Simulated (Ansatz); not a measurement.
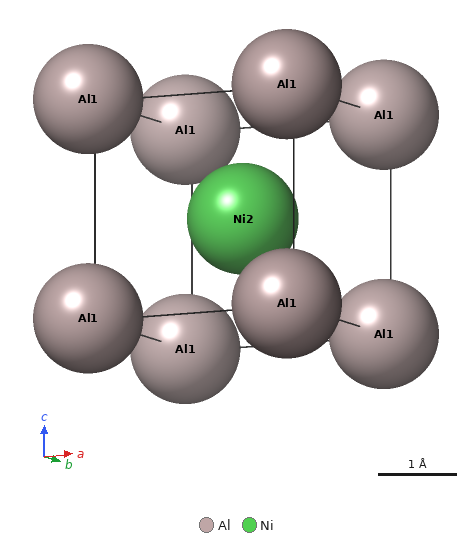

Figure 1. The input geometry of run 1 (spheres-only view of the cell of the calculation, seen at an oblique angle; atoms are numbered from 1 in the order of the input). An atom can appear more than once, as a periodic image.

## What a change does: single-point calculation on AlNi

System: AlNi (Pmm2, 2 atoms in the cell).
Method of run 1: DFT PBEsol, scalar-relativistic, plane waves, PAW, no spin polarisation (Ansatz 0.2.0).

The structure derives from a Materials Project entry. Text and figures count atoms from 1; the logs count them from 0 in places.

### The input, run 1
```yaml
crystal:
  lattice:
    - [2.0213280871, -2.0213497883, 0.0]
    - [2.0213280871, 2.0213497883, 0.0]
    - [0.0, 0.0, 2.8694088109]
  atoms:
    - { symbol: Al, position: [-3.756e-07, -0.0699641973, 0.0] }
    - { symbol: Ni, position: [0.5, 0.5, 0.5] }
basis:
  ecutwfc: 420
kpoints:
  mp_grid: { grid: [20, 20, 20] }
hamiltonian:
  xc: pbesol
scf:
  occupations: { method: gaussian, width: 0.15 }
output:
  forces: true
  stress: true
  eigenvalues: true
```

Command:
```bash
ansatz run input.yaml --threads 2 --pin off --max-ram 5120MiB --backend cpu --events-out ev --progress --plain --runs-dir out
```

Hardware: 2 threads of Arm Neoverse V2, 24 GiB of memory available, shared host.

### Output, shortened to warnings, some set-up lines, iterations and results (run 1)
```
Warning: 2 symmetry operations that the atoms keep within the bar at which the run's group was sought (crystal.symmetry.tolerance 1.0e-5, or twice it) were not taken beside the 2 unitary ones that the detection took (of a slab, those that keep its plane). If the more symmetric cell is meant, write the vectors of crystal.lattice to more decimals, or, with the positions in fractional coordinates, …
Basis set: ecut = 420 eV, 461 PW (Γ), exchange–correlation on 40×40×40 points (8 copies of the dense FFT grid, shifted against one another)
Symmetry: 2 space group operations
k-points: 2222 of 8000 (time reversal used)
Initial density: superposition of atomic densities (neutral atoms: chi_scale 0, normalization atom), corrected by the library's trained network
[...]
SCF iter   1: F=—  HF=-6330.749969 eV  |F-HF|=—  |Δ(HF+E_count)|=         —  Δρ=1.85e-2  dr2=4.65e-2  ethr=1.77e-3  ⟨swp⟩=4.4  Hψ=148963  notcnv=0
SCF iter   2: F=—  HF=-6330.744241 eV  |F-HF|=—  |Δ(HF+E_count)|=   5.73e-3  Δρ=6.29e-3  dr2=6.13e-3  ethr=2.22e-4  ⟨swp⟩=1.7  Hψ=53584  notcnv=0  defer=84
SCF iter   3: F=—  HF=-6330.743541 eV  |F-HF|=—  |Δ(HF+E_count)|=   7.00e-4  Δρ=9.65e-4  dr2=1.56e-4  ethr=2.92e-5  ⟨swp⟩=1.0  Hψ=32823  notcnv=0  defer=84
SCF iter   4: F=—  HF=-6330.743520 eV  |F-HF|=—  |Δ(HF+E_count)|=   2.10e-5  Δρ=6.83e-5  dr2=3.66e-7  ethr=7.41e-7  ⟨swp⟩=1.3  Hψ=36258  notcnv=0  defer=84
SCF iter   5: F=—  HF=-6330.743515 eV  |F-HF|=—  |Δ(HF+E_count)|=   4.79e-6  Δρ=2.28e-5  dr2=7.46e-8  ethr=1.74e-9  ⟨swp⟩=2.0  Hψ=54898  notcnv=0  defer=84
SCF iter   6: F=-6330.743515 eV  HF=-6330.743515 eV  |F-HF|=1.75e-10  |Δ(HF+E_count)|=   7.98e-9  Δρ=1.49e-6  dr2=2.79e-10  ethr=3.55e-10  ⟨swp⟩=3.8  Hψ=124561  notcnv=0
SCF 1 converged in 6 iterations: F = -6330.743515 eV  dr2 = 2.79e-10
SCF converged after 6 iterations
Free energy (F): -6330.743515 eV
Harris-Foulkes:  -6330.743515 eV  (|F-HF|=1.75e-10)
Internal energy: -6330.733878 eV  (E = F + TS)
E sigma→0 (E₀):  -6330.738697 eV
Entropy (-TS):   -0.009637 eV (-4.818 meV/atom)
Fermi energy:    14.173034 eV
--- Per-component energies (eV) ---
  E_band       = -332.158213
  E_kinetic    = 312.570005
  E_local      = -4424.051629  (includes V_loc(G=0)·N_el)
  E_nonlocal   = 648.938267
  E_hartree    = 1902.358710
  E_xc         = -126.020047
  E_vxc        = -141.279877  (∫ρ·V_xc dr)
  E_paw        = -2052.933882  (= ΣΔE_a)
  E_vpaw       = -533.053483  (= ΣTr[D̂ρ^β])
  E_aug_tail   = 0.000393  (compensation charges beyond the density's cutoff)
  E_ewald      = -2591.812124
  E_core_change = 0.216428  (= ΣΔE_core)
  E_smearing   = -0.009637  (= −TS)
  E_closure    = -0.000000  (closes the sum)
  Σ components = -6330.743515   (vs F -6330.743515, Δ=0.00e0)
--- Forces (eV/Å), atoms counted from 1 ---
  atom   1  Al     0.87751979     0.87743328     0.00000000
  atom   2  Ni    -0.87751745    -0.87743094     0.00000000
  max |Σ_I F_I| component: 2.34e-6 eV/Å
--- Stress (GPa, compression-positive) ---
        2.487046      -1.100285       0.000000
       -1.100285       2.484345       0.000000
        0.000000       0.000000       3.337385
  P = ⅓ Tr σ = 2.7696 GPa (27.696 kbar)
```

The input of run 2 differs as follows (lines with − go, lines with + come):
```diff
-    - { symbol: Al, position: [-3.756e-07, -0.0699641973, 0.0] }
+    - { symbol: Al, position: [-1.878e-07, -0.0349820986, 0.0] }
```

How does run 2 compare with run 1?

With the same functional and potentials, run 2 lies 46.5 meV per atom lower. The pressure goes from 2.77 to 0.71 GPa. The largest force goes from 1.241 to 0.621 eV/Å. The number of SCF iterations is the same.

### Output, shortened to warnings, some set-up lines, iterations and results (run 2)
```
Warning: 2 symmetry operations that the atoms keep within the bar at which the run's group was sought (crystal.symmetry.tolerance 1.0e-5, or twice it) were not taken beside the 2 unitary ones that the detection took (of a slab, those that keep its plane). If the more symmetric cell is meant, write the vectors of crystal.lattice to more decimals, or, with the positions in fractional coordinates, …
Basis set: ecut = 420 eV, 461 PW (Γ), exchange–correlation on 40×40×40 points (8 copies of the dense FFT grid, shifted against one another)
Symmetry: 2 space group operations
k-points: 2222 of 8000 (time reversal used)
Initial density: superposition of atomic densities (neutral atoms: chi_scale 0, normalization atom), corrected by the library's trained network
[...]
SCF iter   1: F=—  HF=-6330.843360 eV  |F-HF|=—  |Δ(HF+E_count)|=         —  Δρ=1.90e-2  dr2=4.92e-2  ethr=1.77e-3  ⟨swp⟩=4.4  Hψ=149110  notcnv=0
SCF iter   2: F=—  HF=-6330.837371 eV  |F-HF|=—  |Δ(HF+E_count)|=   5.99e-3  Δρ=6.50e-3  dr2=6.57e-3  ethr=2.34e-4  ⟨swp⟩=1.7  Hψ=53814  notcnv=0  defer=85
SCF iter   3: F=—  HF=-6330.836623 eV  |F-HF|=—  |Δ(HF+E_count)|=   7.48e-4  Δρ=1.00e-3  dr2=1.69e-4  ethr=3.13e-5  ⟨swp⟩=1.0  Hψ=32815  notcnv=0  defer=85
SCF iter   4: F=—  HF=-6330.836601 eV  |F-HF|=—  |Δ(HF+E_count)|=   2.27e-5  Δρ=7.23e-5  dr2=4.02e-7  ethr=8.05e-7  ⟨swp⟩=1.3  Hψ=35697  notcnv=0  defer=85
SCF iter   5: F=—  HF=-6330.836600 eV  |F-HF|=—  |Δ(HF+E_count)|=   1.12e-6  Δρ=1.82e-5  dr2=6.89e-8  ethr=1.92e-9  ⟨swp⟩=2.0  Hψ=55090  notcnv=0  defer=85
SCF iter   6: F=-6330.836600 eV  HF=-6330.836600 eV  |F-HF|=1.04e-10  |Δ(HF+E_count)|=   1.05e-8  Δρ=1.45e-6  dr2=1.91e-10  ethr=3.28e-10  ⟨swp⟩=3.8  Hψ=127072  notcnv=0
SCF 1 converged in 6 iterations: F = -6330.836600 eV  dr2 = 1.91e-10
SCF converged after 6 iterations
Free energy (F): -6330.836600 eV
Harris-Foulkes:  -6330.836600 eV  (|F-HF|=1.04e-10)
Internal energy: -6330.826815 eV  (E = F + TS)
E sigma→0 (E₀):  -6330.831707 eV
Entropy (-TS):   -0.009784 eV (-4.892 meV/atom)
Fermi energy:    14.183695 eV
--- Per-component energies (eV) ---
  E_band       = -331.737085
  E_kinetic    = 312.246240
  E_local      = -4420.183594  (includes V_loc(G=0)·N_el)
  E_nonlocal   = 648.739981
  E_hartree    = 1900.752630
  E_xc         = -125.942400
  E_vxc        = -141.185137  (∫ρ·V_xc dr)
  E_paw        = -2052.809272  (= ΣΔE_a)
  E_vpaw       = -532.859736  (= ΣTr[D̂ρ^β])
  E_aug_tail   = 0.000392  (compensation charges beyond the density's cutoff)
  E_ewald      = -2593.847220
  E_core_change = 0.216428  (= ΣΔE_core)
  E_smearing   = -0.009784  (= −TS)
  E_closure    = 0.000000  (closes the sum)
  Σ components = -6330.836600   (vs F -6330.836600, Δ=0.00e0)
--- Forces (eV/Å), atoms counted from 1 ---
  atom   1  Al     0.43882609     0.43878286     0.00000000
  atom   2  Ni    -0.43882654    -0.43878330     0.00000000
  max |Σ_I F_I| component: 4.49e-7 eV/Å
--- Stress (GPa, compression-positive) ---
        0.715810      -0.269195       0.000000
       -0.269195       0.713100       0.000000
        0.000000       0.000000       0.703858
  P = ⅓ Tr σ = 0.7109 GPa (7.109 kbar)
```

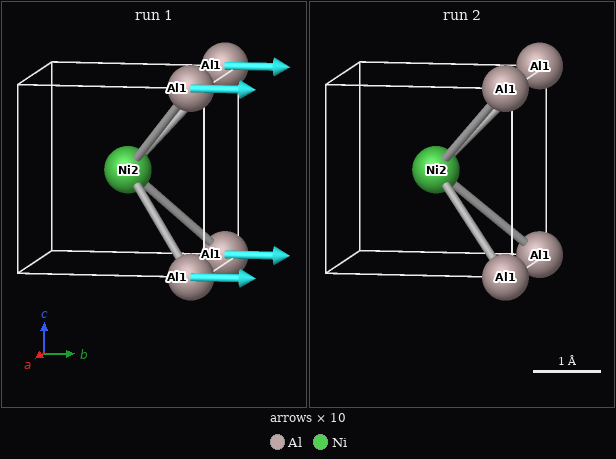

Figure 2. The two input geometries at one scale (ball-and-stick view of the cell of the calculation, seen slightly off an axis). The teal arrows on the first give the shifts of the atoms relative to the cell, magnified 10 times. The atom that moves furthest is Al1 (0.10 Å). Ni stays in place. The lattice vectors keep their values. Among the contacts that change: Al1–Ni2 2.599 → 2.538 Å.

### The two runs side by side

```tsv
quantity	run 1	run 2
outcome	converged	converged
free energy per atom (eV)	−3165.3718	−3165.4183
energy per atom, smearing taken to zero (eV)	−3165.3693	−3165.4159
gap on the mesh (eV)	0.00	0.00
pressure (GPa)	2.77	0.71
largest force (eV/Å)	1.241	0.621
SCF iterations	6	6
irreducible k-points	2222	2222
plane waves at Γ	461	461
wall time (shared host)	34 s	25 s
```

For both runs: Warnings: near-symmetries of the structure were not used. The run has no spin polarisation, so a magnetic state may lie lower.
